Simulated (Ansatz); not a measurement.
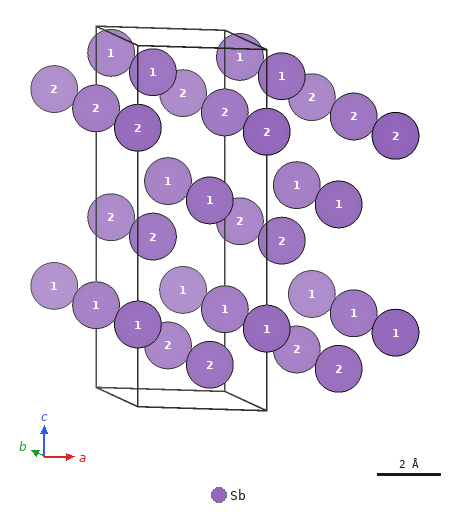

Starting structure of a crystal of Sb (built on the A7 type) (coarse preliminary run). A spheres-only model of the conventional cell (3 times the calculation's cell), repeated 2 × 2 × 1 with one cell outlined, seen slightly off an axis. Lengths and directions refer to the drawn axes.

The calculation used DFT PBE, scalar-relativistic, plane waves, PAW (Ansatz 0.2.0).

Input
```yaml
crystal:
  lattice:
    - [2.1107707375, 1.2186540535, 3.9141663933]
    - [-2.1107707375, 1.2186540535, 3.9141663933]
    - [0.0, -2.437308107, 3.9141663933]
  atoms:
    - { symbol: Sb, position: [0.22754, 0.22754, 0.22754] }
    - { symbol: Sb, position: [0.77246, 0.77246, 0.77246] }
basis:
  ecutwfc: 600
  ecutrho_ratio: 5
kpoints:
  mp_grid: { grid: [6, 6, 6] }
hamiltonian:
  xc: pbe
scf:
  occupations: { method: gaussian, width: 0.05 }
output:
  forces: true
  stress: true
  eigenvalues: true
relax:
  f_tol: 0.03
  max_steps: 60
  cell: { stress_tol: 0.3 }
```

### Predict the outcome.

The largest moves relative to the cell, 0.043 Å, are those of Sb1 and Sb2. Sb1 goes along +c. Cell: a = b 4.222 → 4.373 Å (+3.6 %), c 11.742 → 11.614 Å (−1.1 %). Volume +6.1 %. Near-neighbour distances that change, for instance: Sb1–Sb2 2.826 → 2.937 Å. The space group stays R-3m (No. 166). The energy falls by 0.113 eV per cell of the calculation in 3 accepted moves (4 points after the start). The largest force component goes from 0.9 to 0.024 eV/Å. The pressure goes from 5.63 to 0.17 GPa. The SCF was repeated once at an unchanged geometry on a basis and grid sized afresh for the cell, which shifted the energy by less than 0.05 meV per cell of the calculation at most.

History of the run:

```csv
step,"E − E(0), meV/atom","largest force component, eV/Å","pressure, GPa","volume, Å³/atom",note
0,0.00,0.8975,5.63,30.205,
1,-8.18,0.7746,-3.46,33.897,
2,-54.63,0.1116,-0.88,32.589,
3,-56.57,0.0236,0.17,32.058,
4,-56.58,0.0236,0.17,32.058,"same geometry, new basis"
```

The structure at the end:

```
Sb
1.0
     2.18653    1.26239    3.87143
    -2.18653    1.26239    3.87143
     0.00000   -2.52478    3.87143
Sb
2
Direct
  0.23126 0.23126 0.23126
  0.76874 0.76874 0.76874
```

The end point in the same view:

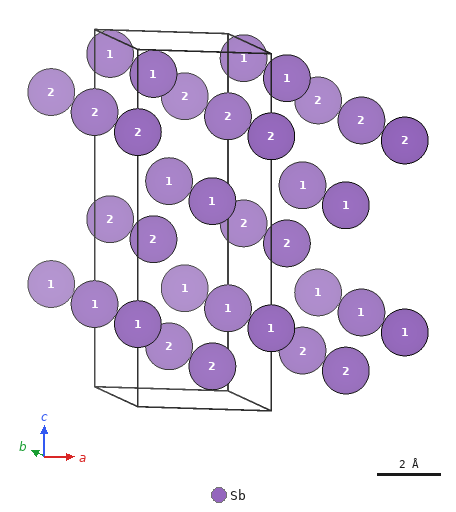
